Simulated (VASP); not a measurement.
ZrO2: geometry relaxation (part 2 of 2)

The same run, continued: ZrO2 (Fm-3m, 3 atoms in the cell); Kohn-Sham DFT of a periodic cell, PBEsol, VASP PAW PBE potentials, recommended, no spin polarisation (VASP 6.6.1); cutoff 600 eV, 10×10×10 k-mesh, Gaussian smearing of 0.02 eV. The structure was built on a prototype by a generator; it need not be a known phase.

Geometry of the input (Å; fractional positions):
```
0.0000  2.5350  2.5350
2.5350  0.0000  2.5350
2.5350  2.5350  0.0000
Zr 0.0000  0.0000  0.0000
O  0.2500  0.2500  0.2500
O  0.7500  0.7500  0.7500
```

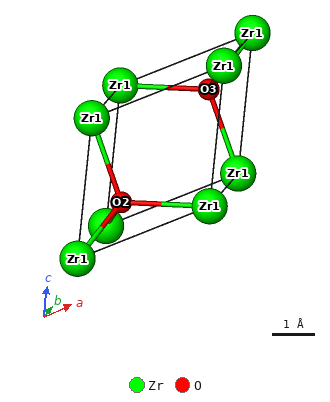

Fig. 1: The geometry at step 1 of the log (ball-and-stick view of the cell of the calculation, seen slightly off an axis; atoms are numbered from 1 in the order of the input).

Parts of OUTCAR, continued
```
 Free energy of the ion-electron system (eV)
  ---------------------------------------------------
  ext. energy  EPLUGINS =         0.00000000
  ---------------------------------------------------
  free energy    TOTEN  =       -29.92944679 eV

  energy without entropy =      -29.92944679  energy(sigma->0) =      -29.92944679

------------------------ aborting loop because EDIFF is reached ----------------------------------------

  FORCE on cell =-STRESS in cart. coord.  units (eV):
  Direction    XX          YY          ZZ          XY          YZ          ZX
  --------------------------------------------------------------------------------------
  -------------------------------------------------------------------------------------
  Total       -0.1298881     -0.1298881     -0.1298881     -0.0000000     -0.0000000      0.0000000
  in kB       -6.3872816     -6.3872816     -6.3872816     -0.0000000     -0.0000000      0.0000000
  external PRESSURE =      -6.3872816 kB  Pullay stress =       0.0000000 kB

 VOLUME and BASIS-vectors are now :
 -----------------------------------------------------------------------------
  energy-cutoff  :      600.00
  volume of cell :       32.58
      direct lattice vectors                 reciprocal lattice vectors
     0.000000000  2.535000000  2.535000000    -0.197238659  0.197238659  0.197238659
     2.535000000  0.000000000  2.535000000     0.197238659 -0.197238659  0.197238659
     2.535000000  2.535000000  0.000000000     0.197238659  0.197238659 -0.197238659

 POSITION                                       TOTAL-FORCE (eV/Angst)
 -----------------------------------------------------------------------------------
      0.00000      0.00000      0.00000         0.000000      0.000000      0.000000
      1.26750      1.26750      1.26750         0.000000     -0.000000      0.000000
      3.80250      3.80250      3.80250        -0.000000      0.000000     -0.000000
 -----------------------------------------------------------------------------------
    total drift:                                0.000000     -0.000000      0.000000

  FREE ENERGIE OF THE ION-ELECTRON SYSTEM (eV)
  ---------------------------------------------------
  free  energy   TOTEN  =       -29.9294467896 eV

  energy  without entropy=      -29.9294467896  energy(sigma->0) =      -29.92944679

--------------------------------------- Ionic step        2  -------------------------------------------

 number of electron      23.9999997 magnetization

------------------------ aborting loop because EDIFF is reached ----------------------------------------

  FORCE on cell =-STRESS in cart. coord.  units (eV):
  Direction    XX          YY          ZZ          XY          YZ          ZX
  --------------------------------------------------------------------------------------
  -------------------------------------------------------------------------------------
  Total        0.1941790      0.1941790      0.1941790     -0.0000000      0.0000000      0.0000000
  in kB        9.6088864      9.6088864      9.6088864     -0.0000000      0.0000000      0.0000000
  external PRESSURE =       9.6088864 kB  Pullay stress =       0.0000000 kB

 VOLUME and BASIS-vectors are now :
 -----------------------------------------------------------------------------
  energy-cutoff  :      600.00
  volume of cell :       32.38
      direct lattice vectors                 reciprocal lattice vectors
     0.000000000  2.529705106  2.529705106    -0.197651497  0.197651497  0.197651497
     2.529705106 -0.000000000  2.529705106     0.197651497 -0.197651497  0.197651497
     2.529705106  2.529705106 -0.000000000     0.197651497  0.197651497 -0.197651497

 POSITION                                       TOTAL-FORCE (eV/Angst)
 -----------------------------------------------------------------------------------
      0.00000      2.52971      2.52971         0.000000     -0.000000      0.000000
      1.26485      1.26485      1.26485         0.000000     -0.000000     -0.000000
      3.79456      3.79456      3.79456        -0.000000      0.000000     -0.000000
 -----------------------------------------------------------------------------------
    total drift:                                0.000000      0.000000      0.000000

  FREE ENERGIE OF THE ION-ELECTRON SYSTEM (eV)
  ---------------------------------------------------
  free  energy   TOTEN  =       -29.9292491331 eV

  energy  without entropy=      -29.9292491331  energy(sigma->0) =      -29.92924913

--------------------------------------- Ionic step        3  -------------------------------------------

 number of electron      23.9999997 magnetization

 Free energy of the ion-electron system (eV)
  ---------------------------------------------------
  ext. energy  EPLUGINS =         0.00000000
  ---------------------------------------------------
  free energy    TOTEN  =       -29.92961148 eV

  energy without entropy =      -29.92961148  energy(sigma->0) =      -29.92961148

 E-fermi :   7.5057     XC(G=0): -12.1340     alpha+bet :-16.0267

 val. band max:        7.2500689144   @ k =   0.5000   0.5000   0.0000
 cond. band min:      10.5703194474   @ k =   0.0000   0.0000   0.0000
 fundamental gap:      3.3202505330
 Fermi energy:         7.5057333376

 k-point     1 :       0.0000    0.0000    0.0000
  band No.  band energies     occupation
      1     -40.6332      2.00000
      2     -18.4967      2.00000
      3     -18.4967      2.00000
      4     -18.4967      2.00000
      5     -10.9582      2.00000
      6      -8.2938      2.00000
      7       1.8806      2.00000
      8       1.8806      2.00000
      9       1.8806      2.00000
     10       6.7047      2.00000
     11       6.7047      2.00000
     12       6.7047      2.00000
     13      10.5703      0.00000
     14      10.5703      0.00000
     15      13.7289      0.00000
     16      16.8261      0.00000

 k-point     2 :       0.1000    0.0000    0.0000
  band No.  band energies     occupation
      1     -40.6283      2.00000
      2     -18.5775      2.00000
      3     -18.5041      2.00000
      4     -18.5041      2.00000
      5     -10.8064      2.00000
      6      -8.4042      2.00000
      7       1.9810      2.00000
      8       1.9810      2.00000
      9       2.1657      2.00000
     10       6.4526      2.00000
     11       6.5066      2.00000
     12       6.5066      2.00000
     13      10.7784      0.00000
     14      10.7784      0.00000
     15      14.0662      0.00000
     16      16.4320      0.00000

 k-point     3 :       0.2000    0.0000    0.0000
  band No.  band energies     occupation
      1     -40.6154      2.00000
      2     -18.7779      2.00000
      3     -18.5233      2.00000
      4     -18.5233      2.00000
      5     -10.4353      2.00000
      6      -8.6450      2.00000
      7       2.2471      2.00000
      8       2.2471      2.00000
      9       2.8958      2.00000
     10       5.8856      2.00000
     11       6.0992      2.00000
     12       6.0992      2.00000
     13      11.1678      0.00000
     14      11.1678      0.00000
     15      14.3371      0.00000
     16      16.1182      0.00000

 k-point     4 :       0.3000    0.0000    0.0000
  band No.  band energies     occupation
      1     -40.5994      2.00000
      2     -19.0068      2.00000
      3     -18.5469      2.00000
      4     -18.5469      2.00000
      5     -10.0809      2.00000
      6      -8.7974      2.00000
      7       2.5750      2.00000
      8       2.5750      2.00000
      9       3.7630      2.00000
     10       5.3009      2.00000
     11       5.7569      2.00000
     12       5.7569      2.00000
     13      11.3761      0.00000
     14      11.3761      0.00000
     15      13.7648      0.00000
     16      16.0105      0.00000

 k-point     5 :       0.4000    0.0000    0.0000
  band No.  band energies     occupation
      1     -40.5864      2.00000
      2     -19.1796      2.00000
      3     -18.5658      2.00000
      4     -18.5658      2.00000
      5      -9.9664      2.00000
      6      -8.7157      2.00000
      7       2.8243      2.00000
      8       2.8243      2.00000
      9       4.4162      2.00000
     10       4.8832      2.00000
     11       5.6023      2.00000
     12       5.6023      2.00000
     13      11.3214      0.00000
     14      11.3214      0.00000
     15      13.4519      0.00000
     16      15.8958      0.00000

 [... the levels of 18 k-points are left out ...]

 k-point    24 :       0.4000    0.3000    0.0000
  band No.  band energies     occupation
      1     -40.5779      2.00000
      2     -19.1480      2.00000
      3     -18.6752      2.00000
      4     -18.6440      2.00000
      5      -9.3437      2.00000
      6      -9.1950      2.00000
      7       2.1057      2.00000
      8       3.2861      2.00000
      9       3.3137      2.00000
     10       5.7801      2.00000
     11       6.2205      2.00000
     12       6.2468      2.00000
     13      11.3469      0.00000
     14      11.6523      0.00000
     15      14.2650      0.00000
     16      14.7209      0.00000

 [... further k-points ...]

------------------------ aborting loop because EDIFF is reached ----------------------------------------

  FORCE on cell =-STRESS in cart. coord.  units (eV):
  Direction    XX          YY          ZZ          XY          YZ          ZX
  --------------------------------------------------------------------------------------
  -------------------------------------------------------------------------------------
  Total        0.0018009      0.0018009      0.0018009     -0.0000000     -0.0000000      0.0000000
  in kB        0.0887855      0.0887855      0.0887855     -0.0000000     -0.0000000      0.0000000
  external PRESSURE =       0.0887855 kB  Pullay stress =       0.0000000 kB

 VOLUME and BASIS-vectors are now :
 -----------------------------------------------------------------------------
  energy-cutoff  :      600.00
  volume of cell :       32.50
      direct lattice vectors                 reciprocal lattice vectors
     0.000000000  2.532863572  2.532863572    -0.197405026  0.197405026  0.197405026
     2.532863572 -0.000000000  2.532863572     0.197405026 -0.197405026  0.197405026
     2.532863572  2.532863572 -0.000000000     0.197405026  0.197405026 -0.197405026

 POSITION                                       TOTAL-FORCE (eV/Angst)
 -----------------------------------------------------------------------------------
      0.00000      0.00000      0.00000         0.000000      0.000000      0.000000
      1.26643      1.26643      1.26643         0.000000      0.000000      0.000000
      3.79930      3.79930      3.79930        -0.000000     -0.000000     -0.000000
 -----------------------------------------------------------------------------------
    total drift:                                0.000000     -0.000000      0.000000

  FREE ENERGIE OF THE ION-ELECTRON SYSTEM (eV)
  ---------------------------------------------------
  free  energy   TOTEN  =       -29.9296114841 eV

  energy  without entropy=      -29.9296114841  energy(sigma->0) =      -29.92961148

 reached required accuracy - stopping structural energy minimisation
```

CONTCAR
```
ZrO2
   1.00000000000000
     0.0000000000000000    2.5328635717562733    2.5328635717562733
     2.5328635717562733   -0.0000000000000000    2.5328635717562733
     2.5328635717562733    2.5328635717562733   -0.0000000000000000
  Zr              O
     1     2
Direct
     0.0000000000000000    0.0000000000000000    0.0000000000000000
     0.2500000000000000    0.2500000000000000    0.2500000000000000
     0.7500000000000000    0.7500000000000000    0.7500000000000000

  0.00000000E+00  0.00000000E+00  0.00000000E+00
  0.00000000E+00  0.00000000E+00  0.00000000E+00
  0.00000000E+00  0.00000000E+00  0.00000000E+00
```

Trajectory as extended XYZ (Å, eV, eV/Å), 3 frames, from step=0 to step=2
```
3
Lattice="0.0000 2.5350 2.5350 2.5350 0.0000 2.5350 2.5350 2.5350 0.0000" Properties=species:S:1:pos:R:3:forces:R:3 step=0 energy=-29.92945
Zr    0.0000    0.0000    0.0000    0.0000   0.0000   0.0000
O     1.2675    1.2675    1.2675    0.0000   0.0000   0.0000
O     3.8025    3.8025    3.8025    0.0000   0.0000   0.0000
3
Lattice="0.0000 2.5297 2.5297 2.5297 -0.0000 2.5297 2.5297 2.5297 -0.0000" Properties=species:S:1:pos:R:3:forces:R:3 step=1 energy=-29.92925
Zr    0.0000    2.5297    2.5297    0.0000   0.0000   0.0000
O     1.2649    1.2649    1.2649    0.0000   0.0000   0.0000
O     3.7946    3.7946    3.7946    0.0000   0.0000   0.0000
3
Lattice="0.0000 2.5329 2.5329 2.5329 -0.0000 2.5329 2.5329 2.5329 -0.0000" Properties=species:S:1:pos:R:3:forces:R:3 step=2 energy=-29.92961
Zr    0.0000    0.0000    0.0000    0.0000   0.0000   0.0000
O     1.2664    1.2664    1.2664    0.0000   0.0000   0.0000
O     3.7993    3.7993    3.7993    0.0000   0.0000   0.0000
```

Results in brief

| quantity | value |
| --- | --- |
| outcome | converged |
| space group (tolerance 0.01 Å) | Fm-3m (225) |
| electrons treated | 24 |
| free energy | −29.9296 eV |
| Fermi energy | 7.506 eV |
| gap on the k-point mesh | 3.32 eV |
| pressure | 0.01 GPa |
| final volume | 32.50 Å³ |
| largest force (length of the vector) at the end | under 0.001 eV/Å |
| final cell | a = 3.582 Å, b = 3.582 Å, c = 3.582 Å, α = 60.00°, β = 60.00°, γ = 60.00° |
| wall time | 2.2 min |
| peak memory | 0.16 GiB |
